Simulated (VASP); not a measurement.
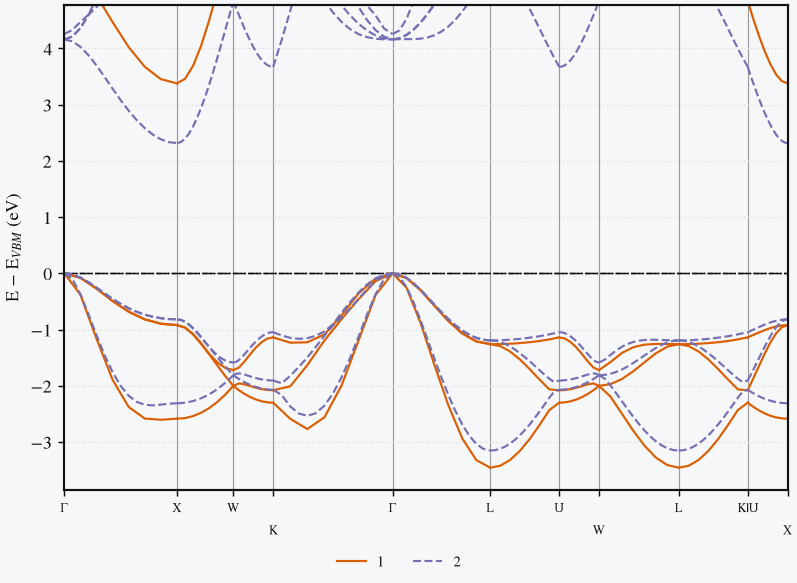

Band structures of rocksalt CaS, space group Fm-3m, 2 atoms in the primitive cell (cubic a = 5.663 Å), by two methods on the same cell. Each is counted from its own valence-band top.

Question: Which curve is which? The methods: HSE06, PBE.

Answer: 1 is HSE06; 2 is PBE. HSE06 gives a gap of 3.38 eV along the path and PBE gives a gap of 2.32 eV along the path.

Settings. HSE06: VASP PAW PBE potentials, release 64 (Ca_sv, S), no spin polarisation, no spin-orbit coupling, 6×6×6 k mesh, 520 eV cutoff, Gaussian smearing of 0.02 eV (VASP 6.6.1). PBE: PBE with D4 dispersion, VASP PAW PBE potentials, release 64 (Ca_sv, S), no spin polarisation, no spin-orbit coupling, 8×8×8 k mesh, 550 eV cutoff, Gaussian smearing of 0.02 eV (VASP).

LDA, GGA and most meta-GGA functionals understate gaps. HSE06: the PAW data sets were made with another functional. HSE06: the k mesh is thin for exact exchange.
